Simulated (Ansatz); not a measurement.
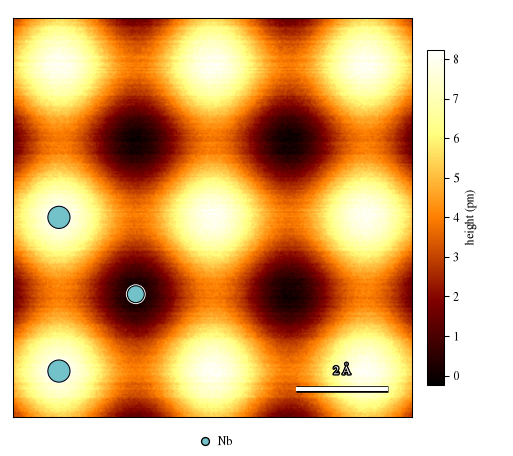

Constant-current image at a set point of 4.3 × 10⁻⁴ e/Å³ of Nb(100) (Im-3m bulk, 7 atomic planes (those closer than 0.6 Å count as one), 10 Å), sample bias +0.25 V. The atoms seen from above are drawn over one corner (deeper ones smaller). Noise was added to mimic a scan.

Model: Tersoff–Hamann, s-wave tip, no tip–sample forces. Bias windows are sharp sums over the levels of the k mesh.

Method: Ansatz, DFT PBE, scalar-relativistic, plane waves, PAW. Cutoff 420 eV, 18 × 18 k-points, Gaussian smearing 0.1 eV, dipole correction. The slab is a cut without reconstruction beyond its cell, at the source's lattice constants, with its lower half held fixed and the rest relaxed. No spin polarisation. The run couldn't confirm all of its levels under its output density. The run warns that the functional's potential is rough in the thin density of the vacuum, where the tip is; weak contrasts and barriers may feel it.

Assign the bright and dark features to the surface structure.

Answer. The brightest spots lie over the top Nb atoms; the darkest points are over the Nb atoms 1.4 Å below the top plane. The corrugation is 8 pm at a mean tip height of 3.5 Å. So weak a contrast (8 pm) depends on the k-mesh and on the tip.
